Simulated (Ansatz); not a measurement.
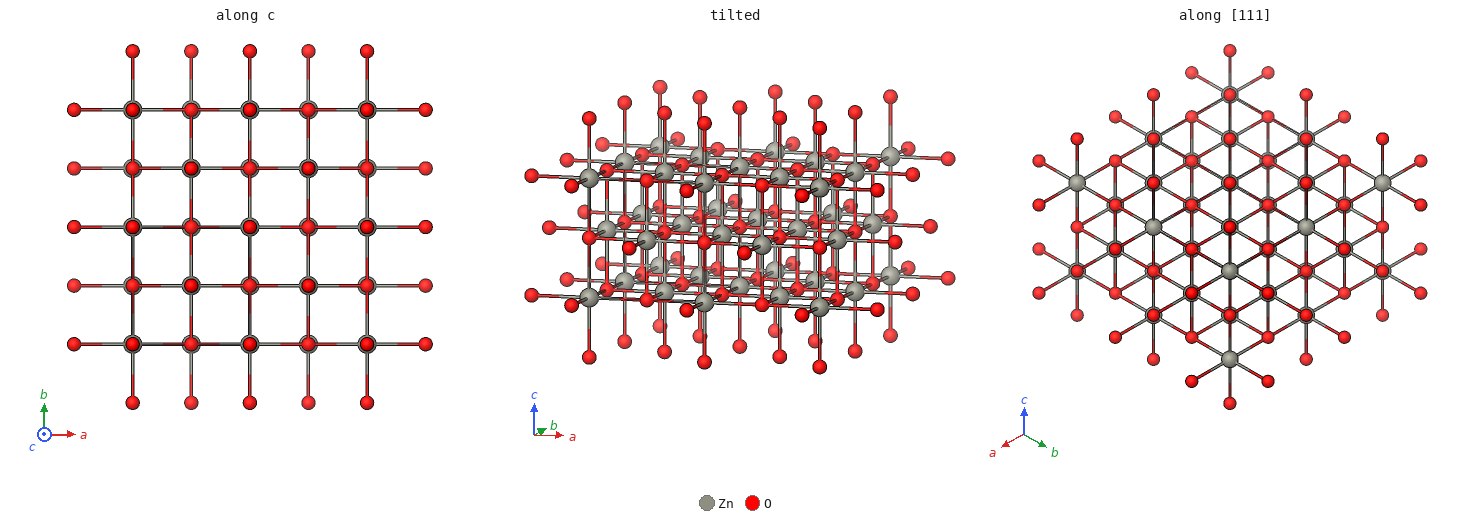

Figure: ball-and-stick view along the c axis, slightly off an axis and along [111]. The solid frame is a single conventional unit cell within a 2×2×1 block. Some neighbours outside the box are added.

- The structure is one of ZnO.
- The lattice is face-centred cubic and the space group Fm-3m (No. 225).
- The structure is of the kind named rock salt (NaCl type).
- It has 8 atoms to the cell (4 Zn, 4 O).
- Each Zn atom is coordinated by six O in an octahedral arrangement. The neighbours of O are six Zn in an octahedral arrangement.
- The bonds build a three-dimensional framework.

The initial geometry was a structure listed in the Materials Project. Earlier steps of the study may have refined or changed the cell and positions. An electronic-structure calculation with Ansatz was run on it.

At this level of theory the cell isn't at rest (stretched, at -5 GPa), so its distances can differ from those at equilibrium, the more so the softer the solid.
